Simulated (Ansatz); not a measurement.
## Au(110) / 3 layers Ag(110) / Au(110): resistance against film thickness

How does the resistance across the layers grow with the film in Au(110) / 3 layers Ag(110) / Au(110)?

Main program and level: Ansatz 0.2.0; Ansatz plane-wave DFT, LDA, PAW files; ballistic transport by layer matching (Landauer), zero bias.

## (1) The starting structure

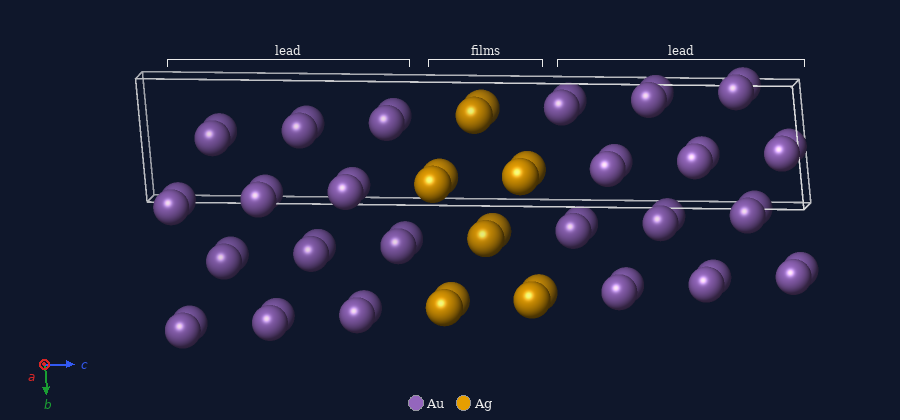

The cell as given, from the side, with the c axis across the page (gold purple, silver orange). 2×2×1 cells are drawn.

The cell holds 15 atoms: 12 Au and 3 Ag. Cell: a = 2.884 Å, b = 4.078 Å, c = 21.797 Å, α = 84.6°, β = 86.2°, γ = 90.0°. It derives from Au and Ag. Regions: lead, 12 atoms (12 Au); films, 3 atoms (3 Ag). The structure is stacked along c, and the current runs across the ab planes.

## (2) With 3 layers

The film is laid into the lead at the lead's in-plane lattice, and the cell closes on the lead's own image. The mesh across the current, 26×18, is finer than the density's, because channels open and close sharply across the zone. Energies from -1 to 1 eV in steps of 0.036 eV cover the slope of the Fermi function at 300 K, so the program can form a conductance.

input.yaml reads:

```yaml
crystal:
  lattice:
    - [2.8837582304, 0.0, 0.0]
    - [0.0, 4.07825, 0.0]
    - [1.4418791152, 2.039125, 21.6535328175]
  atoms:
    - { symbol: Au, position: [0.9833528422, 0.9833528422, 0.0332943157] }
    - { symbol: Au, position: [0.4500585265, 0.4500585265, 0.0998829471] }
    - { symbol: Au, position: [0.9167642108, 0.9167642108, 0.1664715785] }
    - { symbol: Au, position: [0.3834698951, 0.3834698951, 0.2330602099] }
    - { symbol: Au, position: [0.8501755794, 0.8501755794, 0.2996488413] }
    - { symbol: Au, position: [0.3168812637, 0.3168812637, 0.3662374727] }
    - { symbol: Ag, position: [0.7834894039, 0.7834894039, 0.4330211922] }
    - { symbol: Ag, position: [0.25, 0.25, 0.5] }
    - { symbol: Ag, position: [0.7165105961, 0.7165105961, 0.5669788078] }
    - { symbol: Au, position: [0.1831187363, 0.1831187363, 0.6337625273] }
    - { symbol: Au, position: [0.6498244206, 0.6498244206, 0.7003511587] }
    - { symbol: Au, position: [0.1165301049, 0.1165301049, 0.7669397901] }
    - { symbol: Au, position: [0.5832357892, 0.5832357892, 0.8335284215] }
    - { symbol: Au, position: [0.0499414735, 0.0499414735, 0.9001170529] }
    - { symbol: Au, position: [0.5166471578, 0.5166471578, 0.9667056843] }
kpoints:
  mp_grid: { grid: [13, 9, 2] }
hamiltonian:
  xc: lda
scf:
  occupations: { method: fermi_dirac, width: 0.1 }
output:
  transmission: { leads: [[0, 1]], kmesh: [26, 18], e_range: [-1.0, 1.0], de: 0.036 }
  write_potential: true
  write_density: true
  volumetric_format: npy
  elf: true
```

On the command line:

```console
ansatz run input.yaml --threads 4 --pin off --max-ram 8192MiB --backend cpu --events-out ev --progress --plain --runs-dir out
```

Numbers of over 12 decimals in the logs are rounded to 6 here.

Log:

```text
Warning: crystal.symmetry: narrowed to the stabiliser of the k-point mesh — unitary ops 8 → 2; excluded 6 operations that carry a point of the 13×9×2 mesh (shift [0, 0, 0]) off the mesh (the run samples exactly the mesh kpoints.mp_grid names, as under crystal.symmetry.detect: false, and its converged state has the mesh's symmetry, not the crystal's; ε∞, the Born charges and the force constants of a linear response (`dielectric:` by the response, `phonons.method: dfpt`) are averaged over those of the crystal's operations that the state keeps within a tolerance, where `mesh_tensors`, `unaveraged_element` or `gamma_mean_max_change_ev_ang2` stands beside them; [rest of the remark cut]
Engine: ansatz 0.2.0, aarch64-unknown-linux-gnu
Pseudopotentials: kind: paw
Pseudopotential: Au, paw, valence charge 19, recommended cutoff 420 eV (normal), Au.paw.azcp
Pseudopotential: Ag, paw, valence charge 19, recommended cutoff 420 eV (normal), Ag.paw.azcp
Functional definition: SPW92
  exchange = slater_x
  correlation = pw_c
Crystal: 15 atoms, lattice volume = 254.660 Å³
Basis set: ecut = 420 eV, 4963 PW (Γ)
Bands: 171, of which v1, the nominal top of the filled ones, is band 143 counted from 1 (142 counted from 0)
Symmetry: 2 space group operations
k-points: 118 of 234
Non-local potential: Au, projectors of the file, l = 0: 3, l = 1: 2, l = 2: 2, l = 3: 1
Non-local potential: Ag, projectors of the file, l = 0: 3, l = 1: 2, l = 2: 2, l = 3: 1
PAW form: soft (Blöchl's): semilocal exchange-correlation on the pseudo side does not see the compensation charge
PAW frozen core: Au, regenerated for the run's functional, and the local potential with it (the file was generated under x = pbe(κ = 0.804, μ = 0.219515), c = pbe(β = 0.066725))
PAW frozen core: Ag, regenerated for the run's functional, and the local potential with it (the file was generated under x = pbe(κ = 0.804, μ = 0.219515), c = pbe(β = 0.066725))
PAW one-centre angular grid: Au, 590 points (default); XC on 64 Gauss nodes
PAW one-centre angular grid: Ag, 590 points (default); XC on 64 Gauss nodes
Initial density: superposition of atomic densities (neutral atoms: chi_scale 0, normalization atom), corrected by the library's trained network
Initial wavefunctions: pseudopotential atomic-orbital guess
Functional: x = slater, c = lda
SCF iter   1: F=—  HF=-176754.108021 eV  |F-HF|=—  |Δ(HF+E_count)|=         —  Δρ=9.71e-3  dr2=7.60e-1  ethr=1.77e-3  ⟨swp⟩=4.8  Hψ=61101  notcnv=0  defer=1032
preconditioner: auto → Kerker (q_TF=auto, 2.780 Å⁻¹)  [metal: Δε(μ)=0.021 eV  Ē_g=10.569 eV  σ=0.100 eV  W_gap=0.05  n_scr=94 (ndim 8)  ℏωp=29.9 eV  f_vac=0.000  D(μ)=3.93/eV (n_scr^D=18)]
SCF iter   2: F=—  HF=-176754.062587 eV  |F-HF|=—  |Δ(HF+E_count)|=   4.54e-2  Δρ=4.30e-3  dr2=4.22e-1  ethr=2.67e-4  ⟨swp⟩=1.0  Hψ=23253  notcnv=0  defer=1314
SCF iter   3: F=—  HF=-176754.046528 eV  |F-HF|=—  |Δ(HF+E_count)|=   1.61e-2  Δρ=1.04e-3  dr2=1.43e-1  ethr=1.48e-4  ⟨swp⟩=1.0  Hψ=18237  notcnv=0  defer=1314
SCF iter   4: F=—  HF=-176754.042850 eV  |F-HF|=—  |Δ(HF+E_count)|=   3.68e-3  Δρ=8.82e-4  dr2=3.22e-2  ethr=5.03e-5  ⟨swp⟩=1.0  Hψ=18237  notcnv=0  defer=1314
SCF iter   5: F=—  HF=-176754.041506 eV  |F-HF|=—  |Δ(HF+E_count)|=   1.34e-3  Δρ=4.04e-4  dr2=1.85e-3  ethr=1.13e-5  ⟨swp⟩=1.0  Hψ=18237  notcnv=0  defer=1314
SCF iter   6: F=—  HF=-176754.041481 eV  |F-HF|=—  |Δ(HF+E_count)|=   2.48e-5  Δρ=8.63e-5  dr2=4.96e-5  ethr=6.50e-7  ⟨swp⟩=1.0  Hψ=18242  notcnv=0  defer=1314
SCF iter   7: F=—  HF=-176754.041492 eV  |F-HF|=—  |Δ(HF+E_count)|=   1.07e-5  Δρ=3.25e-5  dr2=6.34e-6  ethr=1.74e-8  ⟨swp⟩=2.3  Hψ=28428  notcnv=0  defer=1400
SCF iter   8: F=—  HF=-176754.041491 eV  |F-HF|=—  |Δ(HF+E_count)|=   6.81e-7  Δρ=1.30e-5  dr2=2.56e-6  ethr=2.23e-9  ⟨swp⟩=2.1  Hψ=28873  notcnv=0  defer=1400
SCF iter   9: F=—  HF=-176754.041491 eV  |F-HF|=—  |Δ(HF+E_count)|=   2.89e-7  Δρ=4.04e-6  dr2=5.94e-7  ethr=8.99e-10  ⟨swp⟩=1.8  Hψ=20183  notcnv=0  defer=1400
SCF iter  10: F=-176754.041491 eV  HF=-176754.041491 eV  |F-HF|=3.66e-8  |Δ(HF+E_count)|=   4.07e-8  Δρ=1.94e-6  dr2=4.04e-8  ethr=3.51e-11  ⟨swp⟩=8.0  Hψ=72274  notcnv=0
SCF 1 converged in 10 iterations: F = -176754.041491 eV  dr2 = 4.04e-8
  greatest PAW one-centre occupation: 1.003 electrons in one spin orbital (limit 2), on the Au atom at site 9 (counted from 0), in its partial waves of l = 0
transmission: 877 of 8732 steps passed
transmission: 1749 of 8732 steps passed
[...]
transmission: 8732 of 8732 steps passed
SCF converged after 10 iterations
Free energy (F): -176754.041491 eV
Harris-Foulkes:  -176754.041491 eV  (|F-HF|=3.66e-8)
Internal energy: -176753.912515 eV  (E = F + TS)
E sigma→0 (E₀):  -176753.977003 eV
Entropy (-TS):   -0.128977 eV (-8.598 meV/atom)
Fermi energy:    19.708793 eV
--- Per-component energies (eV) ---
  E_band       = -3269.375573
  E_kinetic    = 8841.372356
  E_local      = -27028.969552  (includes V_loc(G=0)·N_el)
  E_nonlocal   = 1235.359079
  E_hartree    = 11665.221907
  E_xc         = -3271.936052
  E_vxc        = -4004.438775  (∫ρ·V_xc dr)
  E_paw        = -124391.351076  (= ΣΔE_a)
  E_vpaw       = -5643.164889  (= ΣTr[D̂ρ^β])
  E_aug_tail   = 0.016993  (compensation charges beyond the density's cutoff)
  E_ewald      = -43812.073203
  E_core_change = 8.447034  (= ΣΔE_core)
  E_smearing   = -0.128977  (= −TS)
  E_closure    = -0.000000  (closes the sum)
  Σ components = -176754.041491   (vs F -176754.041491, Δ=0.00e0)
--- Band table (eV; the first three rows and the last of 118) ---
  k-point 0: bands = [... 139 lower, 17.9703, 18.0320, 18.0545, 19.8355, 19.8620, 21.0154, 21.3017, 22.1446, ... 24 higher]
  k-point 1: bands = [... 139 lower, 17.9184, 18.0328, 18.8170, 18.8957, 20.7383, 20.9504, 20.9934, 21.9675, ... 24 higher]
  k-point 2: bands = [... 139 lower, 17.8925, 17.9308, 18.0539, 19.7364, 19.9759, 20.0903, 20.4414, 21.9618, ... 24 higher]
  k-point 117: bands = [... 139 lower, 19.5239, 19.8250, 20.0016, 20.1764, 20.3593, 20.6177, 20.8111, 21.0857, ... 24 higher]
--- Transmission ---
  basis      : 101 plane waves across, 37 finite elements along
  points     : 236, standing for a mesh of 26 x 18
  filling    : by the input's occupations and mesh, since the crystals that have channels conduct as metals do. If one of these is a semiconductor, that mesh has misplaced its level
  energies   : 56 from -1.000000 to 0.980000 eV about the Fermi level, 0.036000 eV apart; the leads are filled to 0.000000 eV, and channels, transmission and decay are at 0.008000 eV
  crystal 0  : Au1, at the sites [0, 1], period 1.4419 Å, over 17.30 Å; its Hamiltonian steps by up to 0.2 meV
    offset         : up to 0.0000 Å between an atom of the period and one for which it stands
    filled         : 14.9 meV over the level at which it is neutral
    channels       : 1.391026e0 a spin
    conductance    : 9.1750e14 S/m² at 300 K; may be off by some 0.0 % by where its bands' edges are placed, 4.9 % from the k-mesh, 0.0 % from the distance to neutral
    slowest decay  : 0.0311 /Å at (0.0769, 0.4444)
  junction   : crystal 0 to crystal 0, 0.70 to 20.91 Å
    transmission   : 1.252817e0 a spin
    conductance    : 8.2689e14 S/m² at 300 K (7.8558e14 on every other point, 8.2665e14 on every other energy)
    error estimate : 0.0 % from the energy spacing and 0.0 % from band edges of the leads and from resonances (wavevectors taken as independent; lower de), 5.1 % from the k-mesh, 0.0 % from the steps of its leads' Hamiltonians or their offsets (lay more layers), 0.0 % from the distance to neutral
    resistance     : 1.1944e-4 Ω µm² beyond half of each lead's own
```

It took 25 min on 4 threads of Arm Neoverse N1, shared host; peak memory 3.4 GiB; 1.5 h of CPU time.

This step gave:

* free energy: -176754.0415 eV
* energy at zero smearing: -176753.9770 eV
* Fermi energy: 19.71 eV
* cell area: 11.76 Å²
* step of the lead's potential: 0.2 meV
* ballistic conductance of the lead: 9.18e14 S/m²
* estimated errors of the lead's conductance: 0, 4.9, 0 % (band edges, k-mesh, distance from neutral)
* lead conductance per cell: 1.393 G₀
* conductance of the junction: 8.27e14 S/m²
* junction conductance per cell: 1.255 G₀
* estimated errors of the junction's conductance: 0, 0, 5.1, 0, 0 % (energy step, band edges, k-mesh, leads' steps, distance from neutral)
* area resistance that the stack adds (contact term taken off, spin by spin): 0.1194 fΩ m²

Per spin. Transmission, zone mean against energy, zero at the Fermi level:

| energy (eV) | transmission, zone mean |
| --- | --- |
| -1.000 | 1.07 |
| -0.892 | 1.09 |
| -0.784 | 1.13 |
| -0.712 | 1.15 |
| -0.604 | 1.16 |
| -0.496 | 1.18 |
| -0.388 | 1.20 |
| -0.316 | 1.21 |
| -0.208 | 1.23 |
| -0.100 | 1.26 |
| 0.008 | 1.25 |
| 0.116 | 1.26 |
| 0.188 | 1.28 |
| 0.296 | 1.29 |
| 0.404 | 1.32 |
| 0.476 | 1.33 |
| 0.512 | 1.31 |
| 0.584 | 1.29 |
| 0.692 | 1.30 |
| 0.800 | 1.31 |
| 0.908 | 1.33 |

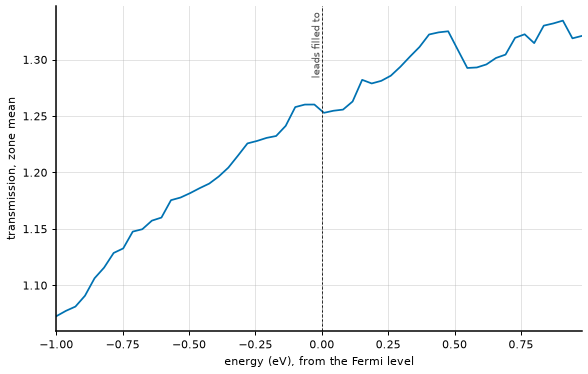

Transmission, zone mean against energy.

Per spin. Open channels, zone mean, lead against energy, zero at the Fermi level:

| energy (eV) | open channels, zone mean, lead |
| --- | --- |
| -1.000 | 1.19 |
| -0.892 | 1.21 |
| -0.784 | 1.25 |
| -0.712 | 1.27 |
| -0.604 | 1.30 |
| -0.496 | 1.31 |
| -0.388 | 1.35 |
| -0.316 | 1.36 |
| -0.208 | 1.36 |
| -0.100 | 1.40 |
| 0.008 | 1.39 |
| 0.116 | 1.40 |
| 0.188 | 1.43 |
| 0.296 | 1.45 |
| 0.404 | 1.47 |
| 0.512 | 1.46 |
| 0.584 | 1.44 |
| 0.692 | 1.46 |
| 0.800 | 1.48 |
| 0.908 | 1.51 |

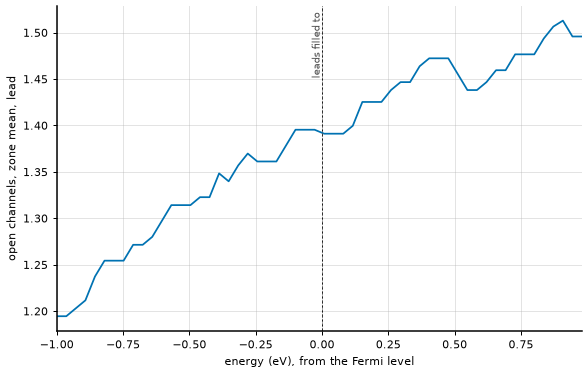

Open channels, zone mean, lead against energy.

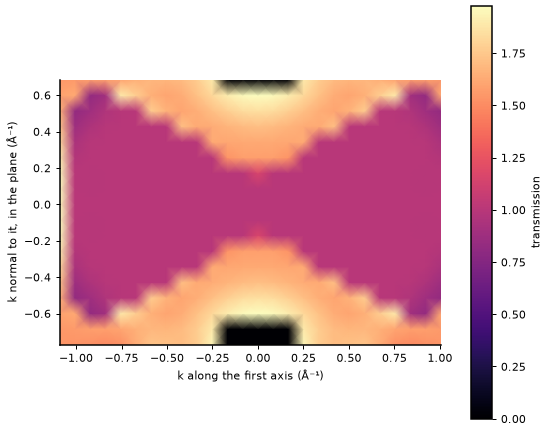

Transmission over k1 and k2. At 0.0080 eV from the Fermi level.

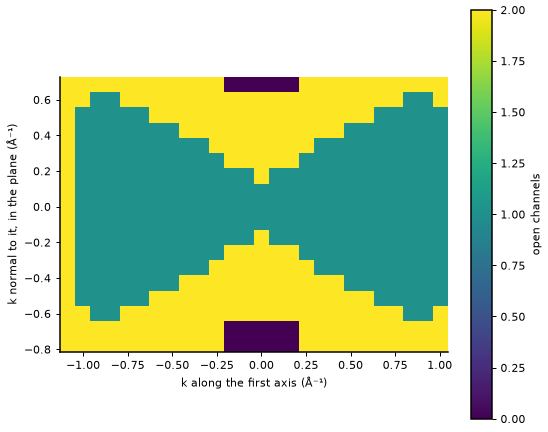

Open channels over k1 and k2. At 0.0080 eV from the Fermi level.

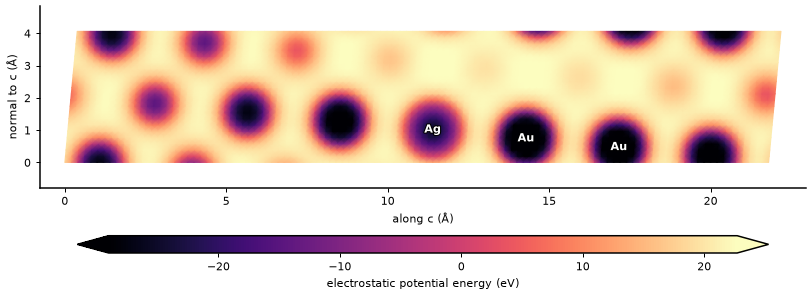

Electrostatic potential energy in the cb plane at fractional x = 0.183, with atoms of Ag and Au within 0.2 Å of it. With pseudopotentials it is smooth inside the atoms' cores, unlike the true potential.

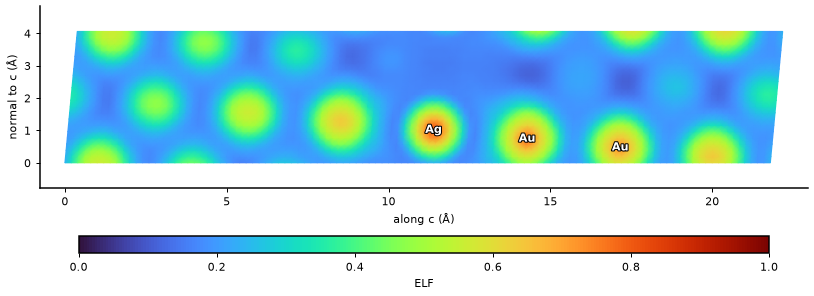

ELF in the cb plane at fractional x = 0.183, with atoms of Ag and Au within 0.2 Å of it. It is the smooth field of the valence electrons, not physical close to the nuclei.

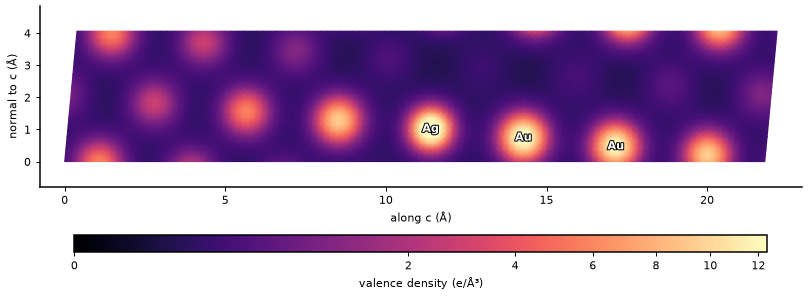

Valence density in the cb plane at fractional x = 0.183, with atoms of Ag and Au within 0.2 Å of it. It is the smooth field of the valence electrons, not physical close to the nuclei. The colour scale is stretched toward low values.

The lead's potential steps by 0.2 meV from period to period, small in itself. The program estimates the junction's conductance to 5.1 % from the k-mesh, 0 % from the leads' distance from neutral and 0 % from their steps.

By hand: 1/G − 1/G_lead = 1/0.8269 − 1/0.9175 = 0.119 fΩ m² with G in 10¹⁵ S/m².

## (3) With 5 layers, k-mesh 13×9×1, film layers 5

The stack now holds 5 film layers; the k-mesh follows the cell, and the energies span -0.27 to 0.27 eV.

System of this step: Au(110) / 5 layers Ag(110) / Au(110). The cell holds 17 atoms: 12 Au and 5 Ag. Cell: a = 2.884 Å, b = 4.078 Å, c = 24.681 Å, α = 85.3°, β = 86.7°, γ = 90.0°. It derives from Au and Ag. Regions: lead, 12 atoms (12 Au); films, 5 atoms (5 Ag). The structure is stacked along c, and the current runs across the ab planes.

input.yaml reads:

```yaml
crystal:
  lattice:
    - [2.8837582304, 0.0, 0.0]
    - [0.0, 4.07825, 0.0]
    - [1.4418791152, 2.039125, 24.5541884411]
  atoms:
    - { symbol: Au, position: [0.9853194179, 0.9853194179, 0.0293611642] }
    - { symbol: Au, position: [0.4559582538, 0.4559582538, 0.0880834925] }
    - { symbol: Au, position: [0.9265970896, 0.9265970896, 0.1468058208] }
    - { symbol: Au, position: [0.3972359254, 0.3972359254, 0.2055281491] }
    - { symbol: Au, position: [0.8678747613, 0.8678747613, 0.2642504774] }
    - { symbol: Au, position: [0.3385135971, 0.3385135971, 0.3229728057] }
    - { symbol: Ag, position: [0.809066412, 0.809066412, 0.3818671759] }
    - { symbol: Ag, position: [0.279533206, 0.279533206, 0.440933588] }
    - { symbol: Ag, position: [0.75, 0.75, 0.5] }
    - { symbol: Ag, position: [0.220466794, 0.220466794, 0.559066412] }
    - { symbol: Ag, position: [0.690933588, 0.690933588, 0.6181328241] }
    - { symbol: Au, position: [0.1614864029, 0.1614864029, 0.6770271943] }
    - { symbol: Au, position: [0.6321252387, 0.6321252387, 0.7357495226] }
    - { symbol: Au, position: [0.1027640746, 0.1027640746, 0.7944718509] }
    - { symbol: Au, position: [0.5734029104, 0.5734029104, 0.8531941792] }
    - { symbol: Au, position: [0.0440417462, 0.0440417462, 0.9119165075] }
    - { symbol: Au, position: [0.5146805821, 0.5146805821, 0.9706388358] }
kpoints:
  mp_grid: { grid: [13, 9, 1] }
hamiltonian:
  xc: lda
scf:
  occupations: { method: fermi_dirac, width: 0.1 }
output:
  transmission:
    leads: [[0, 1]]
    kmesh: [26, 18]
    e_range: [-0.27, 0.27]
    de: 0.036
  write_potential: true
  write_density: true
  volumetric_format: npy
```

Log:

```text
[...]
Crystal: 17 atoms, lattice volume = 288.774 Å³
Basis set: ecut = 420 eV, 5645 PW (Γ)
Bands: 194, of which v1, the nominal top of the filled ones, is band 162 counted from 1 (161 counted from 0)
Symmetry: 2 space group operations
k-points: 59 of 117
[...]
--- Transmission ---
  basis      : 101 plane waves across, 36 finite elements along
  points     : 236, standing for a mesh of 26 x 18
[...]
filled         : 22.2 meV under the level at which it is neutral
    channels       : 1.399573e0 a spin
[...]
slowest decay  : 0.1110 /Å at (0.0769, 0.5000)
  junction   : crystal 0 to crystal 0, 0.70 to 23.81 Å
    transmission   : 1.254367e0 a spin
[...]
resistance     : 1.2186e-4 Ω µm² beyond half of each lead's own
[key lines of the parts left out:]
SCF converged after 10 iterations
Free energy (F): -191670.330143 eV
Fermi energy:    19.350256 eV
```

Run time: 11 min. Hardware: 4 threads; peak memory 2.7 GiB.

This step gave:

```yaml
free_energy: -191670.3301 eV
energy_at_zero_smearing: -191670.2634 eV
fermi_energy: 19.35 eV
estimated_errors_of_the_lead_s_conductance: 0, 4.8, 0 % (band edges, k-mesh, distance from neutral)
lead_conductance_per_cell: 1.394 G₀
conductance_of_the_junction: 8.26e14 S/m²
junction_conductance_per_cell: 1.253 G₀
estimated_errors_of_the_junction_s_conductance: 0, 0, 4.3, 0, 0 % (energy step, band edges, k-mesh, leads' steps, distance from neutral)
area_resistance_that_the_stack_adds_contact_term_taken_off_spin_by_spin: 0.1219 fΩ m²
```

Per spin. Transmission, zone mean against energy, zero at the Fermi level:

| energy (eV) | transmission, zone mean |
| --- | --- |
| -0.270 | 1.22 |
| -0.234 | 1.22 |
| -0.198 | 1.23 |
| -0.162 | 1.23 |
| -0.126 | 1.23 |
| -0.090 | 1.24 |
| -0.054 | 1.25 |
| -0.018 | 1.26 |
| 0.018 | 1.25 |
| 0.054 | 1.25 |
| 0.090 | 1.26 |
| 0.126 | 1.26 |
| 0.162 | 1.27 |
| 0.198 | 1.29 |
| 0.234 | 1.28 |
| 0.270 | 1.29 |

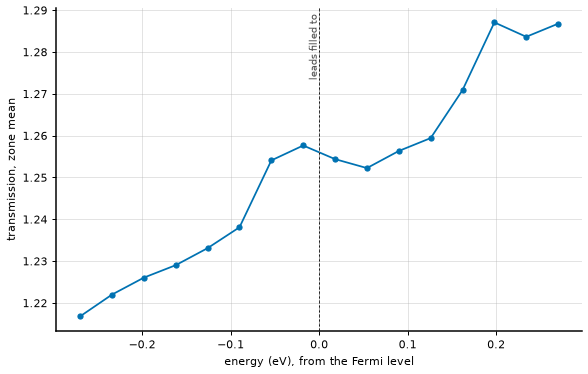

Transmission, zone mean, plotted against energy.

The conductance of the junction is 8.3e14 S/m², 0.14 % under the 8.3e14 S/m² of the last finished run, within the error estimates, leads' steps apart, of 5.1 and 4.3 %.

(Continued in part 2 of 2.)

[Logs are printed without paths, hosts, clocks, repeated set-up lines and the standing remarks that a program may print on its own settings, such as how far it seeks lower states.]

[Hosts, paths, dates, database ids (printed as entryN), source tags and the programs' standing remarks are cut or masked in the printed files.]
